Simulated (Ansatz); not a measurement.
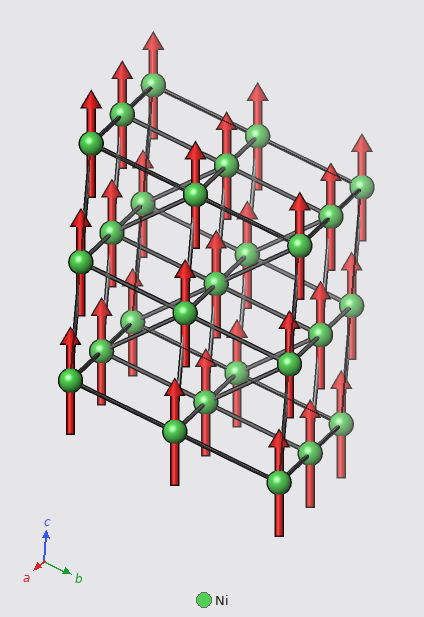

Drawn in the ball-and-stick manner and seen slightly off an axis. The lines enclose the simulation cell; boundary atoms appear with their images. Arrows are the site magnetic moments above 0.25 μB; longer means larger, and red and blue are up and down (without spin-orbit coupling the axis itself is arbitrary).

This is the state reached for Ni. Calculation details: Ansatz 0.2.0, DFT PBE, scalar-relativistic, plane waves, PAW; a 420 eV plane-wave basis, k-point mesh 16×16×16, Gaussian smearing of 0.15 eV, collinear spins.

### Name the magnetic order and give the moments.

Ferromagnetic (within this cell). Site moments: 8 Ni +0.6 μB. The net spin moment of the whole cell is 4.5 μB.

The initial geometry was a structure listed in the Materials Project. Earlier steps of the study may have refined or changed the cell and positions. It was run through Ansatz as a DFT input.
